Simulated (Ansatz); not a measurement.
# V_N in GaN (P6_3mc): charge-transition levels and formation energies

Aim: at which Fermi levels does V_N in GaN (P6_3mc) change its charge? The model is a cell of 128 host atoms with 1 N taken out.

Calculated with Ansatz 0.2.0; place-levels on r2SCAN runs: charge-transition levels and formation energies with image-charge correction and potential alignment at the atomic sites; PAW set soft_1.

Experimental background.

“On the origin of Blue Luminescence in Mg doped GaN” (2017, arxiv:1708.04036) quotes from earlier work for GaN, wurtzite (literature experimental value, sample not described, 2 K): band gap (band gap at 2 K) 3.51 eV [Literature value quoted for comparison without method or sample details; may be an …].

## Step 1: Set-up

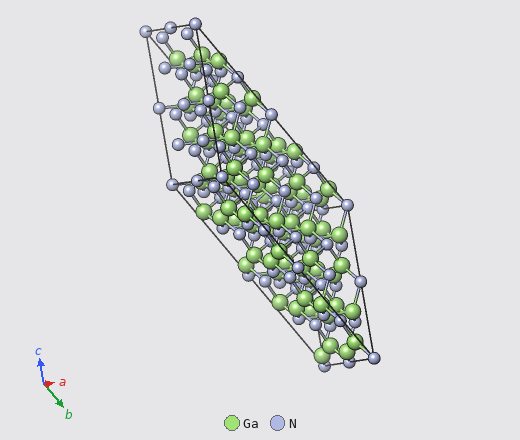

The cell as given, slightly off an axis (gallium green, nitrogen light blue). Bonds to atoms that aren't drawn are left out. Some periodic images of atoms are drawn too.

The cell holds 127 atoms: 64 Ga and 63 N. Cell: a = 15.136 Å, b = 15.136 Å, c = 12.166 Å, α = 125.7°, β = 125.7°, γ = 93.5°. It derives from GaN (space group P6_3mc). Nearest the centre at fractional (0.552, 0.386, 0.500): Ga116 at 1.95 Å, Ga8 at 1.95 Å, Ga86 at 1.95 Å, Ga20 at 1.95 Å, N126 at 3.18 Å, N78 at 3.18 Å, N95 at 3.18 Å, N93 at 3.18 Å.

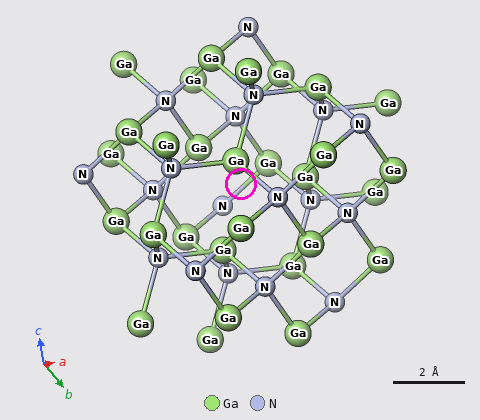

The atoms within 5 Å of the centre. A ring marks the centre wherever it is empty.

The host's dielectric constants go in as inputs: (5.83, 5.83, 6.02) for the electrons alone, (10.10, 10.10, 11.19) with the ions, computed on the host (DFPT, PBEsol, on the r2SCAN cell), and a cell off the functional's own equilibrium shifts the ionic part.

The cell's shortest repeat is 12.2 Å.

## Step 2: Charge states

Levels follow from differences of total energies between charge states, each relaxed by itself.

Random displacements of about 0.05 Å break the site symmetry at the start, so that the relaxation can reach a distorted minimum if there is one. Forces are taken at the zone centre alone. The cell holds 1 electron more than the neutral one, with a uniform background that keeps it neutral on the whole.

The sampling was tested on the host first: at the k-points planned (1x1x1 Gamma-centred) its energy lies 0.018 eV an atom from the dense-mesh value, under the bound of 0.02 eV set for this test; that bounds the host's error, not the defect's.

One of the inputs; charge, spin and start change from state to state.

Contents of qm1.relax/input.yaml:

```yaml
crystal:
  lattice:
    - [-4.77490891, 2.75679494, 5.18383173]
    - [4.77490891, -2.75679494, 5.18383173]
    - [1.5916363, 2.75679494, -5.18383173]
  atoms:
    - { symbol: Ga, position: [0.41621978, 0.08288645, 0.0] }
    - { symbol: Ga, position: [0.41621978, 0.58288645, 0.5] }
    - { symbol: Ga, position: [0.91621978, 0.08288645, 0.5] }
    - { symbol: Ga, position: [0.91621978, 0.58288645, 0.0] }
    - { symbol: Ga, position: [0.33288645, 0.16621978, 0.5] }
    - { symbol: Ga, position: [0.33288645, 0.66621978, 0.0] }
    - { symbol: Ga, position: [0.83288645, 0.16621978, 0.0] }
    - { symbol: Ga, position: [0.83288645, 0.66621978, 0.5] }
    - { symbol: "N", position: [0.10461355, 0.27128022, 0.5] }
    - { symbol: "N", position: [0.10461355, 0.77128022, 0.0] }
    - { symbol: "N", position: [0.60461355, 0.27128022, 0.0] }
    - { symbol: "N", position: [0.60461355, 0.77128022, 0.5] }
    - { symbol: "N", position: [0.02128022, 0.35461355, 0.0] }
    - { symbol: "N", position: [0.02128022, 0.85461355, 0.5] }
    - { symbol: "N", position: [0.52128022, 0.35461355, 0.5] }
    - { symbol: "N", position: [0.52128022, 0.85461355, 0.0] }
  supercell: [2, 2, 2]
  defects: [{ vacancy: 89 }]
total_charge: -1
basis:
  ecutwfc: 500
  xc_grid: 2
hamiltonian:
  xc: r2scan
  pseudopotentials: { kind: paw, azcp: { folder: soft_1 } }
kpoints:
  mp_grid: { grid: [1, 1, 1] }
scf:
  occupations: { method: fixed }
  max_iter: 80
output:
  forces: true
  charged_corrections: { epsilon: [5.83, 5.83, 6.02], static_epsilon: [10.1, 10.1, 11.19] }
relax:
  f_tol: 0.02
  max_steps: 80
  random_displacement: { amplitude: 0.05, seed: 7928 }
checkpoint:
  write: "../qm1.relax.run"
  compress: false
  write_wavefunctions: true
  write_every: 100000
```

Started as:

```sh
$ ansatz run input.yaml --threads 32 --pin off --max-ram 56524MiB --backend cuda --events-out ev --progress --plain --runs-dir out --max-vram 78GiB
```

The energy is taken again at one point at (¼, ¼, ¼), on the same structure.

The run of this state that the levels use, under r2SCAN:

Contents of qm1.point/input.yaml:

```yaml
crystal:
  checkpoint: "../qm1.relax.run"
  host: checkpoint
total_charge: -1
basis:
  ecutwfc: 500
  xc_grid: 2
hamiltonian:
  xc: r2scan
  pseudopotentials: { kind: paw, azcp: { folder: soft_1 } }
kpoints:
  mp_grid: { grid: [1, 1, 1], shift: [0.25, 0.25, 0.25] }
scf:
  occupations: { method: fermi_dirac, width: 0.01 }
  max_iter: 80
output:
  forces: true
  eigenvalues: true
  charged_corrections:
    epsilon: [5.83, 5.83, 6.02]
    static_epsilon: [10.1, 10.1, 11.19]
    defect_position: [0.552307, 0.38564, 0.5]
  eigenstates: { localisation: true }
  populations: true
  band_densities: [{ bands: [v1, v1] }, { bands: [c1, c1] }]
  write_density: true
  write_potential: true
  volumetric_format: npy
  elf: true
checkpoint:
  read: "../qm1.relax.run"
  write: "../qm1.point.run"
  compress: false
  write_wavefunctions: false
  write_every: 100000
```

Relaxations under r2SCAN at the zone centre alone; times on 1 × NVIDIA GB200 with 32 threads of Arm Neoverse V2, shared host:

```csv
charge,moment (μB),occupations,outcome,steps,largest displacement against the far atoms (Å),time
−1,0,fixed,converged,5,0.05,8.3 s
0,1,fixed,converged,5,0.05,14 s
+1,0,fixed,converged,6,0.05,10 s
+2,1,fixed,converged,5,0.05,14 s
+3,0,fixed,not converged,-,-,6.5 s
+3,0,fermi-dirac,converged,5,0.05,11 s
−1,2,fixed,converged,8,0.15,21 s
+3,2,fixed,converged,5,0.05,15 s
```

Single points under r2SCAN at one point at (¼, ¼, ¼); times on 1 × NVIDIA GB200 with 32 threads of Arm Neoverse V2, shared host:

```
charge  moment (μB)  occupations    outcome   time
    −1            0  fermi-dirac  converged  5.5 s
     0            1  fermi-dirac  converged   14 s
    +1            0  fermi-dirac  converged  5.2 s
    +2            1  fermi-dirac  converged   14 s
    +3            0  fermi-dirac  converged  5.7 s
    −1            2  fermi-dirac  converged   13 s
    +3            2  fermi-dirac  converged   14 s
```

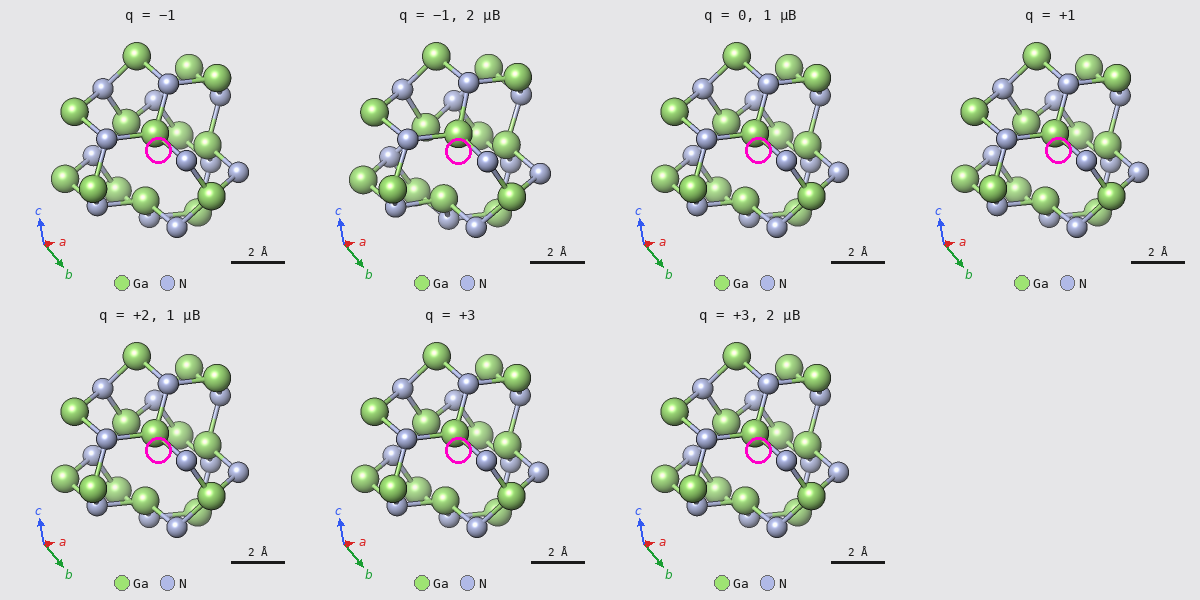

The structures near the centre after relaxation with r2SCAN, by charge. A ring marks the centre wherever it is empty.

Distances (Å) from the ideal centre to the nearest atoms after relaxation with r2SCAN:

```csv
charge,moment (μB),1.,2.,3.,4.,5.,6.
−1,0,Ga 1.95,Ga 1.96,Ga 1.97,Ga 2.00,N 3.15,N 3.16
−1,2,Ga 1.86,Ga 1.87,Ga 1.89,Ga 1.91,N 3.09,N 3.10
0,1,Ga 1.95,Ga 1.95,Ga 1.97,Ga 2.00,N 3.16,N 3.16
+1,0,Ga 1.95,Ga 1.96,Ga 1.96,Ga 2.01,N 3.16,N 3.16
+2,1,Ga 1.95,Ga 1.95,Ga 1.97,Ga 2.00,N 3.16,N 3.16
+3,0,Ga 1.95,Ga 1.95,Ga 1.96,Ga 2.00,N 3.16,N 3.16
+3,2,Ga 1.95,Ga 1.96,Ga 1.96,Ga 2.01,N 3.15,N 3.16
```

## Step 3: Levels against the band edges, r2SCAN

A charged cell interacts with its images and the background, and its potential has another zero than the host's. place-levels removes the first by a point-charge model, screened by the static dielectric constant since the ions have relaxed around the charge, and the second by comparing potentials at atoms far from the defect.

The host is a run of the defect-free crystal in the same cutoffs, grids and k-points, so that basis and sampling errors cancel in part in the differences. Its band edges come from a run of the primitive cell that searches the zone for them. The host is run in a cell of 16 atoms on a matching mesh. Chemical potentials are energies per atom of N (N2 molecule), run with the same functional and cutoff.

Contents of levels.point.yaml:

```yaml
host:
  run: host.point.run
  levels_from: { run: edges.point.run }
states: [qm1.point.run, q0_M1.point.run, qp1.point.run, qp2_M1.point.run, qp3.point.run, qm1_M2.point.run, qp3_M2.point.run]
geometry_from:
  qm1.point.run: qm1.relax.run
  q0_M1.point.run: q0_M1.relax.run
  qp1.point.run: qp1.relax.run
  qp2_M1.point.run: qp2_M1.relax.run
  qp3.point.run: qp3.relax_smeared.run
  qm1_M2.point.run: qm1_M2.relax.run
  qp3_M2.point.run: qp3_M2.relax.run
  host.point.run: host.relax.run
chemical_potentials:
  "N":
    energy: -384.814403
    dataset: "<sha256 of the dataset>"
epsilon: [5.83, 5.83, 6.02]
static_epsilon: [10.1, 10.1, 11.19]
vertical:
  - { from: qm1.point.run, to: qm1.point_neutral.run }
  - { from: qp1.point.run, to: qp1.point_neutral.run }
  - { from: qp2_M1.point.run, to: qp2_M1.point_neutral.run }
  - { from: qp3.point.run, to: qp3.point_neutral.run }
  - { from: qm1_M2.point.run, to: qm1_M2.point_neutral.run }
  - { from: qp3_M2.point.run, to: qp3_M2.point_neutral.run }
```

Started as:

```sh
$ ansatz place-levels levels.point.yaml -- --threads 32 --pin off --max-ram 56524MiB --backend cuda --max-vram 78GiB
```

Numbers of over 12 decimals in the logs are rounded to 6 here.

What it wrote:

```text
[... repeated set-up lines and file paths are left out, and long positions are rounded to six places ...]
(+3/+2) 0.000 eV above the valence edge (-0.784 eV without the band-filling correction), 2.350 eV under the conduction edge
(+2/+1) 0.000 eV above the valence edge (-0.561 eV without the band-filling correction), 2.350 eV under the conduction edge
(+1/0) 2.350 eV above the valence edge (+2.820 eV without the band-filling correction), 0.000 eV under the conduction edge
(0/-1) 2.438 eV above the valence edge (+2.901 eV without the band-filling correction), in the conduction band
formation energy of charge +3: +1.947 eV with the Fermi level at the valence edge
formation energy of charge +2: +1.947 eV with the Fermi level at the valence edge
formation energy of charge +1: +1.947 eV with the Fermi level at the valence edge
formation energy of charge 0: +4.297 eV with the Fermi level at the valence edge
formation energy of charge -1: +6.735 eV with the Fermi level at the valence edge
vertical -1 to 0: no energy, since no alignment is typed
  the change from vertical[0].from (qm1.point.run) to vertical[0].to (qm1.point_neutral.run): by its potential at epsilon [5.83, 5.83, 6.02] it stands at 0.555 0.375 0.501, with an rms radius of about 4.7 Å (2.9 2.9 2.3 Å across the planes of the cell's [...]
vertical +1 to 0: no energy, since no alignment is typed
  the change from vertical[1].from (qp1.point.run) to vertical[1].to (qp1.point_neutral.run): by its potential at epsilon [5.83, 5.83, 6.02] it stands at 0.571 0.384 0.500, with an rms radius of about 2.6 Å (1.6 1.6 1.4 Å across the planes of the cell's [...]
vertical +2 to 0: no energy, since no alignment is typed
[...]
vertical -1 to 0: no energy, since no alignment is typed
  the change from vertical[4].from (qm1_M2.point.run) to vertical[4].to (qm1_M2.point_neutral.run): by its potential at epsilon [5.83, 5.83, 6.02] it stands at 0.556 0.386 0.510, with an rms radius of about 3.1 Å (1.6 2.3 1.5 Å across the planes of the cell's [...]
vertical +3 to 0: no energy, since no alignment is typed
  the change from vertical[5].from (qp3_M2.point.run) to vertical[5].to (qp3_M2.point_neutral.run): by its potential at epsilon [5.83, 5.83, 6.02] it stands at 0.567 0.379 0.499, with an rms radius of about 3.5 Å (2.2 2.1 1.7 Å across the planes of the cell's [...]
  edges by r2scan of host.levels_from (edges.point.run), its mesh sampled to repeats of 31.10 Å (the valence edge +0.203 eV and the conduction edge -1.276 eV from those of the host's own run), gap 2.350 eV; the host is sampled to repeats of 12.73 Å
  the defect's cells are sampled to repeats of 12.73 Å, like sampling
[...]
of vertical[0].to (qm1.point_neutral.run): stability_check_not_made
  of vertical[1].from (qp1.point.run): it parts from the run at its places by a charge that spreads by about 1.4 Å along one vector (1.1 Å or more is wide), by its potential at epsilon [5.83, 5.83, 6.02], taken for that of held ions (one typed too small [...]
  of vertical[1].to (qp1.point_neutral.run): stability_check_not_made
  vertical[2].from (qp2_M1.point.run): levels filled in part (TS 0.014 eV): its energy is of no whole electron's
  of vertical[2].from (qp2_M1.point.run): stability_check_not_made; [...]
  of vertical[2].to (qp2_M1.point_neutral.run): stability_check_not_made
  vertical[3].from (qp3.point.run): levels filled in part (TS 0.028 eV): its energy is of no whole electron's
  of vertical[3].from (qp3.point.run): it parts from the run at its places by a charge that spreads by about 1.9 Å along one vector (1.1 Å or more is wide), by its potential at epsilon [5.83, 5.83, 6.02], taken for that of held ions (one typed too small [...]
```

Run time: 0.96 s. Hardware: 32 threads of Arm Neoverse V2, shared host.

Levels between the charges placed, in eV above the valence top:

```
        gap (eV)  (+3/+2)  (+2/+1)  (+1/0)  (0/−1)
r2SCAN      2.35     0.00     0.00    2.35    2.44
```

Corrections by state:

| charge | moment (μB) | image terms and alignment (eV) | band filling (eV) | ε used | over the lowest of its charge, as the program ranks them, band filling apart (eV) |
| --- | --- | --- | --- | --- | --- |
| +3 | 0.0 | 0.944 | -1.345 | principal values (10.10, 10.10, 11.19) | 0.000 |
| +2 | 1.0 | 0.465 | -0.561 | principal values (10.10, 10.10, 11.19) | 0.000 |
| +1 | 0.0 | 0.104 | - | principal values (10.10, 10.10, 11.19) | 0.000 |
| 0 | 1.0 | 0.000 | -0.470 | - | 0.000 |
| −1 | 2.0 | 0.231 | -0.933 | principal values (10.10, 10.10, 11.19) | 0.000 |
| +3 | 2.0 | 1.093 | - | principal values (10.10, 10.10, 11.19) | 0.089 |
| −1 | 0.0 | 0.206 | - | principal values (10.10, 10.10, 11.19) | 0.613 |

The charged structures listed were also run neutral, and place-levels reads from each pair, by the potential or the spins, how wide the charge is by which they differ; that can be the carrier of either run.

```csv
charge,rms radius (Å),spread where it is widest against the cell (Å),wide from (Å),reading
+3,4.0,1.86,1.10,wide
+2,3.3,1.63,1.10,wide
+1,2.6,1.37,1.10,wide
−1,3.1,1.53,1.10,wide
```

The neutral runs of these pairs need not share the spin of the lowest neutral state, and very wide values only mean spread over the cell.

From the program's caveats on the states, each cut to its opening words:

- charge +3, +2 (1 μB), +1, −1 (2 μB), +3 (2 μB): how wide its charge is, is not read beside other atoms or cores, and a band state would take no correction
- charge +3: a band-filling correction moves a carrier to the host's band edge, which changes its energy by -1.345 eV
- charge +3: its alignment with the host at atomic sites is doubtful: the mean over the far sites moves by +0.0760 eV from their farther parts to their nearer, more than [...]
- charge +3: the host's ions (past the first shell or, of a walk that freed a part, those that it held) aren't shown at rest: they stand up to 0.019 Å off their sites, 0.19 [...]
- charge +2 (1 μB): a band-filling correction moves a carrier to the host's band edge, which changes its energy by -0.561 eV
- charge +2 (1 μB): the host's ions (past the first shell or, of a walk that freed a part, those that it held) aren't shown at rest: they stand up to 0.019 Å off their sites, 0.30 [...]
- charge +2 (1 μB), 0 (1 μB), −1 (2 μB), +3 (2 μB): flagged: stability check not made
- charge 0 (1 μB): a band-filling correction moves a carrier to the host's band edge, which changes its energy by -0.470 eV
- charge −1 (2 μB): a band-filling correction moves a carrier to the host's band edge, which changes its energy by -0.933 eV
- charge −1 (2 μB): the host's ions (past the first shell or, of a walk that freed a part, those that it held) aren't shown at rest: they stand up to 0.106 Å off their sites, 0.25 [...]
- charge −1 (2 μB): its displacements don't fall off away from the defect: farther atoms stand 0.011 Å off the host's places
- charge +3 (2 μB): its alignment with the host at atomic sites is doubtful: the mean over the far sites moves by +0.0553 eV from their farther parts to their nearer, more than [...]
- charge +3 (2 μB): the host's ions (past the first shell or, of a walk that freed a part, those that it held) aren't shown at rest: they stand up to 0.019 Å off their sites, 0.20 [...]
- charge −1: it parts from the run at its places by a charge that spreads by about 2.3 Å along one vector (1.1 Å or more is wide), by its potential at epsilon [5.83, 5.83, [...]

Chemical potentials of the elements' reference phases, run alike. Formation energy by charge state (elemental references; gap 2.35 eV):

| charge | at valence top (eV) | at conduction bottom (eV) | correction included (eV) |
| --- | --- | --- | --- |
| +3 | 1.95 | 9.00 | -0.40 |
| +2 | 1.95 | 6.65 | -0.10 |
| +1 | 1.95 | 4.30 | 0.10 |
| 0 | 4.30 | 4.30 | -0.47 |
| −1 | 6.74 | 4.39 | -0.70 |

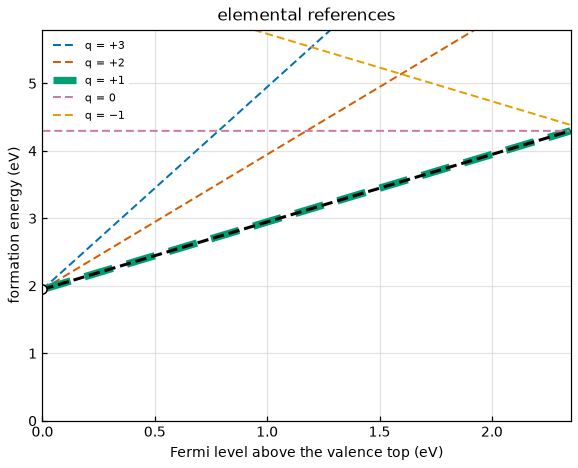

Formation energy against Fermi level; the thick line follows the lowest charge state and circles mark the transition levels.

## Step 4: Outcome

* gap of the host: 2.35 eV (r2SCAN)
* level (plus 3/plus 2): 0.00 eV above the valence top (-0.78 eV above the valence top without the band-filling term)
* level (plus 2/plus 1): 0.00 eV above the valence top (-0.56 eV above the valence top without the band-filling term)
* level (plus 1/0): 2.35 eV above the valence top, at the conduction bottom (2.82 eV above the valence top without the band-filling term)
* level (0/minus 1): 2.44 eV above the valence top, past the conduction bottom (2.90 eV above the valence top without the band-filling term)
* lowest of the charges placed, just above the valence top (0.02 eV): +1
* lowest of the charges placed, just below the conduction bottom (0.02 eV): +1
* lowest formation energy at mid-gap of the charges run, elemental references: 3.12 eV

In words: Of the charges placed (−1, 0, +1, +2 and +3), +1 is the lowest from 0.02 eV above the valence top to 0.02 eV below the conduction bottom, a gap of 2.35 eV. States placed: +3 at 0 μB and 2 μB; +2 at 1 μB; +1 at 0 μB; 0 at 1 μB; −1 at 2 μB and 0 μB. Other spin states or structures, where not listed, weren't placed. The program finds carriers beyond a band edge of the host and adds a band-filling term at charge −1 (-0.93 eV), 0 (-0.47 eV), +2 (-0.56 eV) and +3 (-1.34 eV); steps to such a charge show no bound level, and a defect level inside a band would be read the same way. The program doubts the alignment of potentials for at least one state, a sign that the cell is small. Limits: one k-point off the zone centre stands for the whole zone; r2SCAN makes the gap too small and tends to spread out bound carriers; where a gas molecule sets a chemical potential or the host's formation energy, its binding is uncorrected; force components of up to 1.25 eV/Å remain in a run at the final settings.

Calculation against experiment:

| quantity | measured | r2SCAN |
| --- | --- | --- |
| band gap (least gap of the host) (eV) | 3.51 | 2.35 (-1.16 eV) |

Measured values from arxiv:1708.04036 (2017).

Verdict: The band gap is off by -1.16 eV: a clear miss. Local and semilocal functionals usually give gaps below the measured ones. Zero-point and thermal motion shift the measured gap.

[Logs are printed without paths, hosts, clocks, repeated set-up lines and the standing remarks that a program may print on its own settings, such as how far it seeks lower states.]

[Hosts, paths, dates, database ids (printed as entryN), source tags and the programs' standing remarks are cut or masked in the printed files.]

[Where a table of states has a column of steps, it counts the stored structures, which are thinned; the runs took as many ionic steps or more.]

[A defect's name tells the site on which it was built; relaxed atoms can leave that site.]

[For some hosts the program warned that the k-mesh of the response run may be too coarse for force constants and the static dielectric constant; such warnings are not shown here.]
